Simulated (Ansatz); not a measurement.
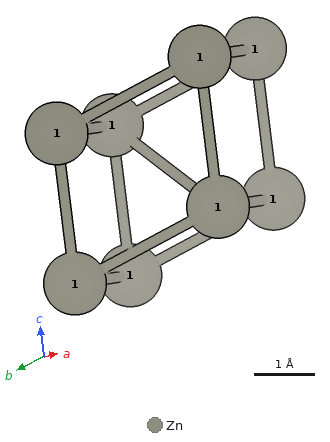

**Figure 1.** The structure (ball-and-stick view of the cell of the calculation, seen at an oblique angle; atoms are numbered from 1 in the order of the input). Near neighbours in the crystal (not all of them lie inside the picture): Zn has 8 Zn at 2.71 Å.

Band-structure calculation of Zn

The run: band-structure calculation of Zn (Im-3m, 1 atom in the cell). Method and program: DFT, PBE, PAW with Ansatz's default frozen-core files, scalar-relativistic, no spin polarisation (Ansatz 0.2.0).

It belongs to a series of runs on one base structure; here: volume scaled by 1, PAW files. Figures and captions count atoms from 1; the log counts them from 0 in places.

Input file:
```yaml
crystal:
  lattice:
    - [-1.5674237287, 1.5674237287, 1.5674237287]
    - [1.5674237287, -1.5674237287, 1.5674237287]
    - [1.5674237287, 1.5674237287, -1.5674237287]
  atoms:
    - { symbol: Zn, position: [0.0, 0.0, 0.0] }
kpoints:
  mp_grid: { grid: [19, 19, 19] }
  band_path:
    path:
      - [0.0, 0.0, 0.0]
      - [0.5, -0.5, 0.5]
      - [0.0, 0.0, 0.5]
      - [0.0, 0.0, 0.0]
      - [0.25, 0.25, 0.25]
      - [0.5, -0.5, 0.5]
      - [0.25, 0.25, 0.25]
      - [0.0, 0.0, 0.5]
    npoints: 8
scf:
  occupations: { method: fermi_dirac, width: 0.1 }
hamiltonian:
  xc: pbe
  pseudopotentials: { kind: paw }
output:
  forces: true
  stress: true
  eigenvalues: true
  populations: true
  dos: { projected: true, de: 0.2, e_range: [-14, 8] }
  write_density: true
  write_potential: true
  elf: true
  volumetric_format: npy
```

Machine: 1 thread of AMD EPYC (Zen 5), 176 GiB of memory available, shared host.

Command:
```bash
ansatz run input.yaml --threads 1 --pin off --max-ram 2048MiB --backend cpu --events-out ev --progress --plain --runs-dir out
```

Output:
```
Engine: ansatz 0.2.0, x86_64-unknown-linux-gnu
Pseudopotentials: kind: paw
Pseudopotential: Zn, paw, valence charge 12, recommended cutoff 420 eV (normal), Zn.paw.azcp
Functional definition: PBE
  parameter kappa = 0.804
  parameter beta = 0.06672455060314922
  exchange = pbe_x(kappa = kappa, mu = beta*pi^2/3)
  correlation = pbe_c(beta = beta)
Crystal: 1 atoms, lattice volume = 15.403 Å³
Basis set: ecut = 420 eV, 321 PW (Γ), exchange–correlation on 40×40×40 points (8 copies of the dense FFT grid, shifted against one another)
Bands: 10, of which v1, the nominal top of the filled ones, is band 6 counted from 1 (5 counted from 0)
Symmetry: 48 space group operations
Space group: Im-3m (ITA 229), of the structure as read, at distance tolerance 2.5e-5 Å
k-points: 220 of 6859
Non-local potential: Zn, projectors of the file, l = 0: 2, l = 1: 2, l = 2: 3, l = 3: 1
PAW form: soft (Blöchl's): semilocal exchange-correlation on the pseudo side does not see the compensation charge
PAW one-centre angular grid: Zn, 590 points (default); XC on 64 Gauss nodes
Initial density: superposition of atomic densities (neutral atoms: chi_scale 0, normalization atom), corrected by the library's trained network
Initial wavefunctions: pseudopotential atomic-orbital guess
Functional: x = pbe(κ = 0.804, μ = 0.2195149727645171), c = pbe(β = 0.06672455060314922)
SCF iter   1: F=—  HF=-3318.951481 eV  |F-HF|=—  |Δ(HF+E_count)|=         —  Δρ=3.42e-3  dr2=1.11e-3  ethr=1.77e-3  ⟨swp⟩=4.8  Hψ=14115  notcnv=0
preconditioner: auto → none  [metal: Δε(μ)=0.110 eV  Ē_g=17.172 eV  σ=0.100 eV  W_gap=0.27  n_scr=0 (ndim 8)  ℏωp=32.8 eV  f_vac=0.000  D(μ)=0.32/eV (n_scr^D=0)]
SCF iter   2: F=—  HF=-3318.951351 eV  |F-HF|=—  |Δ(HF+E_count)|=   1.31e-4  Δρ=2.72e-3  dr2=5.83e-4  ethr=9.29e-6  ⟨swp⟩=2.0  Hψ=5233  notcnv=0
SCF iter   3: F=—  HF=-3318.951026 eV  |F-HF|=—  |Δ(HF+E_count)|=   3.25e-4  Δρ=4.27e-4  dr2=8.29e-6  ethr=4.86e-6  ⟨swp⟩=2.0  Hψ=3314  notcnv=0
SCF iter   4: F=—  HF=-3318.951027 eV  |F-HF|=—  |Δ(HF+E_count)|=   7.40e-7  Δρ=1.72e-4  dr2=2.92e-6  ethr=6.91e-8  ⟨swp⟩=2.1  Hψ=3551  notcnv=0
SCF iter   5: F=—  HF=-3318.951027 eV  |F-HF|=—  |Δ(HF+E_count)|=   2.61e-7  Δρ=4.27e-5  dr2=1.26e-7  ethr=2.43e-8  ⟨swp⟩=2.0  Hψ=3444  notcnv=0
SCF iter   6: F=-3318.951027 eV  HF=-3318.951027 eV  |F-HF|=7.30e-8  |Δ(HF+E_count)|=   1.29e-8  Δρ=2.86e-5  dr2=6.66e-8  ethr=8.33e-10  ⟨swp⟩=6.7  Hψ=10704  notcnv=0
SCF 1 converged in 6 iterations: F = -3318.951027 eV  dr2 = 6.66e-8
  greatest PAW one-centre occupation: 0.983 electrons in one spin orbital (limit 2), on the Zn atom at site 0 (counted from 0), in its partial waves of l = 2
```

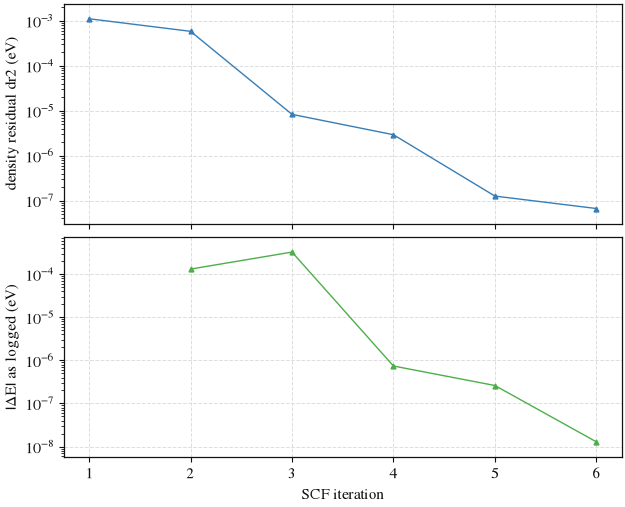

**Figure 2.** Convergence of the self-consistent field: density residual dr2 and size of the energy change against the SCF iteration. The residual falls at every step.

```
NSCF: frozen V_eff on 57 k-points
SCF converged after 6 iterations
Free energy (F): -3318.951027 eV
Harris-Foulkes:  -3318.951027 eV  (|F-HF|=7.30e-8)
Internal energy: -3318.940588 eV  (E = F + TS)
E sigma→0 (E₀):  -3318.945808 eV
Entropy (-TS):   -0.010439 eV (-10.439 meV/atom)
Fermi energy:    11.001523 eV
--- Per-component energies (eV) ---
  E_band       = 47.545375
  E_kinetic    = 130.837591
  E_local      = -1539.388844  (includes V_loc(G=0)·N_el)
  E_nonlocal   = 610.978508
  E_hartree    = 644.909328
  E_xc         = -137.543928
  E_vxc        = -52.375749  (∫ρ·V_xc dr)
  E_paw        = -1825.145071  (= ΣΔE_a)
  E_vpaw       = -392.337793  (= ΣTr[D̂ρ^β])
  E_aug_tail   = -0.000311  (compensation charges beyond the density's cutoff)
  E_ewald      = -1203.587861
  E_smearing   = -0.010439  (= −TS)
  E_closure    = 0.000000  (closes the sum)
  Σ components = -3318.951027   (vs F -3318.951027, Δ=0.00e0)
--- Forces (eV/Å), atoms counted from 1 ---
  atom   1  Zn     0.00000000    -0.00000000     0.00000000
  max |Σ_I F_I| component: 6.68e-32 eV/Å
--- Stress (GPa, compression-positive) ---
        0.005008       0.000000      -0.000000
        0.000000       0.005008      -0.000000
        0.000000      -0.000000       0.005008
  P = ⅓ Tr σ = 0.0050 GPa (0.050 kbar)
--- Band table (eV; the first three rows and the last of 220) ---
  k-point 0: bands = ["0.5824", "3.2074", "3.2074", "3.2074", "3.7084", "3.7084", "29.9380", "29.9380", "29.9380", "31.3236"]
  k-point 1: bands = ["0.6701", "3.1991", "3.2093", "3.2280", "3.7004", "3.7089", "28.5794", "29.2241", "29.5231", "30.5163"]
  k-point 2: bands = ["0.9298", "3.1752", "3.2158", "3.2883", "3.6800", "3.7104", "26.0013", "27.9542", "28.4944", "29.6507"]
  k-point 219: bands = ["2.6620", "2.6642", "3.9523", "3.9523", "3.9584", "14.5568", "15.1672", "15.1672", "18.6178", "19.4953"]
--- Löwdin populations: 1 site ---
  site symbol       q [e]
     0     Zn     11.4860
  spilling = 0.042837 (of n_electrons = 12.000000)
```

File dos.tsv:
```
# E-E_F[eV]	g_bin_mean(E)[states/eV]	N(E)
# format = ansatz-dos/2
# fermi_ev = 11.001523
# fermi_mp_grid = 19 19 19
# fermi_mp_shift = 0 0 0
# tetrahedron_fermi_ev = 11.020653
# g_bin_mean(E): the states in a bin one row spacing wide, centred on E, divided by that spacing. States that the method places at a single energy (under output.dos.method: tetrahedron, those of a tetrahedron whose four corners have one energy) are counted whole in the row whose bin holds that energy (on the edge of two bins, in the lower row). The sum of g_bin_mean over a run of rows, times the row spacing, is the number of states from half a spacing under the first of them to half a spacing over the last (a plain sum, not the trapezoid rule).
-14.000000	0.000000e0	0.000000e0
-13.800000	0.000000e0	0.000000e0
-13.600000	0.000000e0	0.000000e0
-13.400000	0.000000e0	0.000000e0
-13.200000	0.000000e0	0.000000e0
-13.000000	0.000000e0	0.000000e0
-12.800000	0.000000e0	0.000000e0
-12.600000	0.000000e0	0.000000e0
-12.400000	0.000000e0	0.000000e0
-12.200000	0.000000e0	0.000000e0
-12.000000	0.000000e0	0.000000e0
-11.800000	0.000000e0	0.000000e0
-11.600000	0.000000e0	0.000000e0
-11.400000	0.000000e0	0.000000e0
-11.200000	0.000000e0	0.000000e0
-11.000000	0.000000e0	0.000000e0
-10.800000	0.000000e0	0.000000e0
-10.600000	0.000000e0	0.000000e0
-10.400000	9.276729e-3	1.002054e-5
-10.200000	4.370969e-2	5.499121e-3
-10.000000	6.416452e-2	1.652950e-2
-9.800000	8.216300e-2	3.130304e-2
-9.600000	9.825995e-2	4.922593e-2
-9.400000	1.160168e-1	7.069397e-2
-9.200000	1.365860e-1	9.578064e-2
-9.000000	1.644461e-1	1.256382e-1
-8.800000	2.117015e-1	1.625226e-1
-8.600000	3.066556e-1	2.122431e-1
-8.400000	1.781945e0	3.355103e-1
-8.200000	5.466640e0	1.012300e0
-8.000000	8.632497e0	2.547270e0
-7.800000	5.313598e0	4.035481e0
-7.600000	5.725808e0	5.147454e0
-7.400000	1.072322e1	6.322642e0
-7.200000	9.385894e0	9.048683e0
-7.000000	3.053997e0	1.018662e1
-6.800000	2.559909e-1	1.028961e1
-6.600000	2.404450e-1	1.033892e1
-6.400000	2.221945e-1	1.038512e1
-6.200000	2.174003e-1	1.042880e1
-6.000000	2.170319e-1	1.047219e1
-5.800000	2.184349e-1	1.051581e1
-5.600000	2.175123e-1	1.055935e1
-5.400000	2.193646e-1	1.060299e1
-5.200000	2.225304e-1	1.064715e1
-5.000000	2.266723e-1	1.069205e1
-4.800000	2.299992e-1	1.073777e1
-4.600000	2.328290e-1	1.078403e1
-4.400000	2.364693e-1	1.083095e1
-4.200000	2.408423e-1	1.087866e1
-4.000000	2.458121e-1	1.092731e1
-3.800000	2.511362e-1	1.097702e1
-3.600000	2.557578e-1	1.102770e1
-3.400000	2.620860e-1	1.107942e1
-3.200000	2.705561e-1	1.113264e1
-3.000000	2.861158e-1	1.118788e1
-2.800000	3.075726e-1	1.124716e1
-2.600000	3.108539e-1	1.131059e1
-2.400000	2.896055e-1	1.137018e1
-2.200000	2.750534e-1	1.142662e1
-2.000000	2.779600e-1	1.148244e1
-1.800000	2.536920e-1	1.153507e1
-1.600000	2.369503e-1	1.158426e1
-1.400000	2.214961e-1	1.162992e1
-1.200000	2.097575e-1	1.167308e1
-1.000000	2.124886e-1	1.171564e1
-0.800000	2.295918e-1	1.175794e1
-0.600000	2.859073e-1	1.180967e1
-0.400000	2.924338e-1	1.186835e1
-0.200000	3.179657e-1	1.192840e1
0.000000	3.215924e-1	1.199388e1
0.200000	3.307611e-1	1.205742e1
0.400000	3.274557e-1	1.212522e1
0.600000	3.438885e-1	1.219068e1
0.800000	3.552569e-1	1.226143e1
1.000000	3.542417e-1	1.233293e1
1.200000	3.480503e-1	1.240285e1
1.400000	3.447820e-1	1.247216e1
1.600000	3.511514e-1	1.254173e1
1.800000	3.784775e-1	1.261192e1
2.000000	3.614330e-1	1.268824e1
2.200000	3.627264e-1	1.276138e1
2.400000	3.621711e-1	1.283348e1
2.600000	3.673217e-1	1.290654e1
2.800000	3.726587e-1	1.298045e1
3.000000	3.724210e-1	1.305518e1
3.200000	3.721136e-1	1.312942e1
3.400000	3.824596e-1	1.320437e1
3.600000	3.998824e-1	1.328363e1
3.800000	4.083531e-1	1.336355e1
4.000000	4.200217e-1	1.344676e1
4.200000	4.291994e-1	1.353189e1
4.400000	4.273551e-1	1.361760e1
4.600000	4.140155e-1	1.370164e1
4.800000	4.131761e-1	1.378445e1
5.000000	4.078564e-1	1.386638e1
5.200000	4.037156e-1	1.394770e1
5.400000	4.110585e-1	1.402867e1
5.600000	4.071424e-1	1.411082e1
5.800000	4.037906e-1	1.419230e1
6.000000	3.945041e-1	1.427195e1
6.200000	3.929276e-1	1.435038e1
6.400000	3.869438e-1	1.442875e1
6.600000	3.822227e-1	1.450557e1
6.800000	3.770694e-1	1.458155e1
7.000000	3.720632e-1	1.465622e1
7.200000	3.717688e-1	1.473063e1
7.400000	3.657561e-1	1.480456e1
7.600000	3.697770e-1	1.487778e1
7.800000	3.723098e-1	1.495212e1
8.000000	3.787695e-1	1.502683e1
```

File populations.tsv:
```
# site	symbol	l	j	q
# orbitals = lowdin
# n_electrons = 12.000000
# spilling = 0.042837
0	Zn	0_4S	-	1.509757
0	Zn	2_3D	-	9.976200
```

File rho_z.tsv:
```
# z_ang	rho[e/angstrom^3]
# format = ansatz-planar-average/11
# lattice	-1.567423729	1.567423729	1.567423729
# lattice	1.567423729	-1.567423729	1.567423729
# lattice	1.567423729	1.567423729	-1.567423729
# sites	1
# site	30	0.000000000	0.000000000	0.000000000
0.000000	2.312301e0
0.135743	2.074674e0
0.271486	1.528537e0
0.407229	9.850378e-1
0.542972	6.151264e-1
0.678714	4.104271e-1
0.814457	3.021828e-1
0.950200	2.403278e-1
1.085943	2.037243e-1
1.221686	1.847531e-1
1.357429	1.789991e-1
1.493172	1.847531e-1
1.628915	2.037243e-1
1.764657	2.403278e-1
1.900400	3.021828e-1
2.036143	4.104271e-1
2.171886	6.151264e-1
2.307629	9.850378e-1
2.443372	1.528537e0
2.579115	2.074674e0
```

File v_z.tsv:
```
# z_ang	v_es[eV]	v_tot[eV]
# format = ansatz-planar-average/11
# xc	pbe
# density_cutoff_ev	1680
# datasets	Zn=:simpson_from_first_knot:soft
# lattice	-1.567423729	1.567423729	1.567423729
# lattice	1.567423729	-1.567423729	1.567423729
# lattice	1.567423729	1.567423729	-1.567423729
# sites	1
# site	30	0.000000000	0.000000000	0.000000000
0.000000	-1.873597e0	-1.558084e1
0.135743	-1.579159e0	-1.515986e1
0.271486	-7.165566e-1	-1.392413e1
0.407229	6.376134e-1	-1.197130e1
0.542972	2.353766e0	-9.480983e0
0.678714	4.286376e0	-6.699709e0
0.814457	6.307105e0	-3.912145e0
0.950200	8.232362e0	-1.443646e0
1.085943	9.757538e0	3.964638e-1
1.221686	1.058780e1	1.406747e0
1.357429	1.079321e1	1.680238e0
1.493172	1.058780e1	1.406747e0
1.628915	9.757538e0	3.964638e-1
1.764657	8.232362e0	-1.443646e0
1.900400	6.307105e0	-3.912145e0
2.036143	4.286376e0	-6.699709e0
2.171886	2.353766e0	-9.480983e0
2.307629	6.376134e-1	-1.197130e1
2.443372	-7.165566e-1	-1.392413e1
2.579115	-1.579159e0	-1.515986e1
```

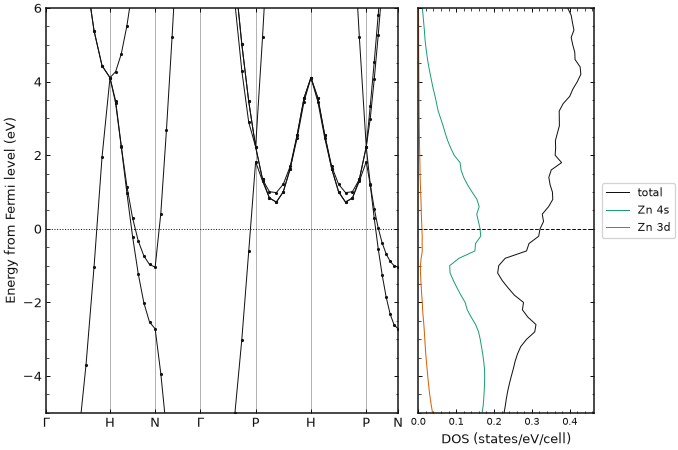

**Figure 3.** Band structure along Γ–H–N–Γ–P–H–P–N and density of states (projected on Löwdin-orthogonalised atomic shells), with energies from the Fermi level. Bands cross the Fermi level: a metal at this level of theory.

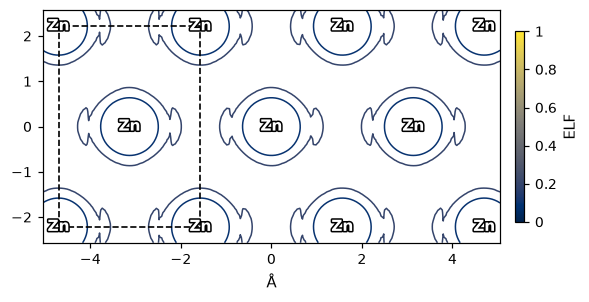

**Figure 4.** Electron localisation function on the (11̄0) plane of the conventional cell. Zn–Zn (2.71 Å): the ELF is about 0.30 at the midpoint; no localised pair between them. Core electrons are frozen (PAW), so the fields are smoothed inside the atomic spheres.

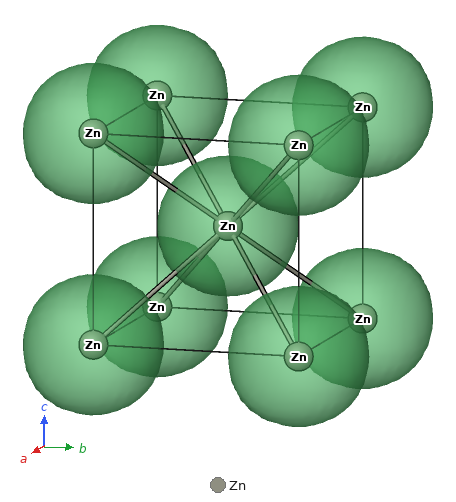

**Figure 5.** Isosurface of the valence electron density at 0.3 e/Å³ (green), seen slightly off an axis. Sticks mark near contacts. The outline is the cell set on symmetry axes. At this value the density breaks into separate islands; it holds about 85 % of the electrons treated as valence. It is pinched off along the Zn–Zn (2.71 Å) contacts. On the grid the lowest density along these lines, outside the cores, is 0.21 e/Å³ (Zn–Zn, 2.71 Å).

Key numbers:

| quantity | value |
| --- | --- |
| outcome | converged |
| space group (tolerance 0.01 Å) | Im-3m (229) |
| electrons treated | 12 |
| free energy | −3318.9510 eV |
| Fermi energy | 11.002 eV |
| pressure | 0.01 GPa |
| electronic character | metal |
| largest force (length of the vector) | under 0.001 eV/Å |
| wall time | 1.4 s |
| peak memory | 0.33 GiB |
